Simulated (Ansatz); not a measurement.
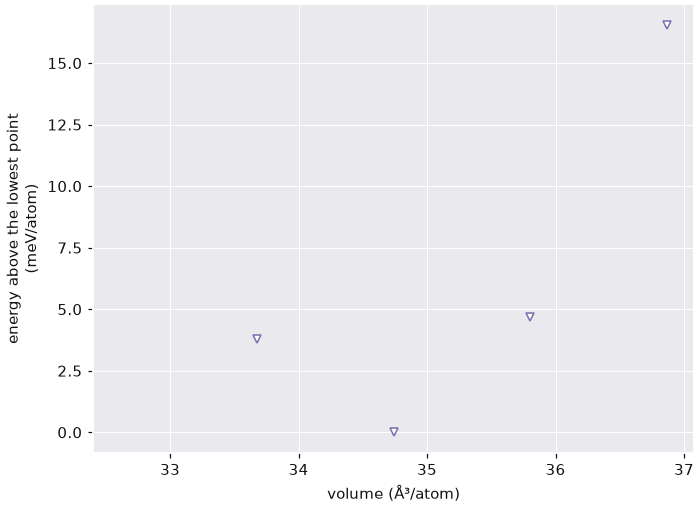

The picture above shows the energy above the lowest point against volume for TePb, space group Fm-3m (No. 225) (one of a set of cubic test structures, which need not be the stable phase).

Computed with Ansatz 0.2.0 development build: equation of state of a cubic crystal from periodic Kohn-Sham density functional theory without spin, third-order Birch-Murnaghan fit to the free energies; pressure corrected for the finite basis. Level: HSE06, no spin-orbit coupling.

- structure type: rock salt
- atoms in cell: 2
- space group number: 225
- lattice centring: face-centred primitive
- k mesh: 4×4×4
- occupation method: Fermi–Dirac
- occupation width: 0.05 eV
- wave cutoff: 640 eV
- datasets: hand-made PAW
- density tolerance: 0 eV
- bands: 23
- density cutoff ratio: 4
- search for lower states: default
- exchange singularity: regularized

The point at volume 32.61 Å³/atom is left out of the plot. What does the calculation give there?

```
volume (Å³/atom)  energy above the lowest point (meV/atom)
           32.61                                      17.6
```

Note: modest k-mesh, values are not fully converged in k; no spin-orbit coupling with 6p elements.
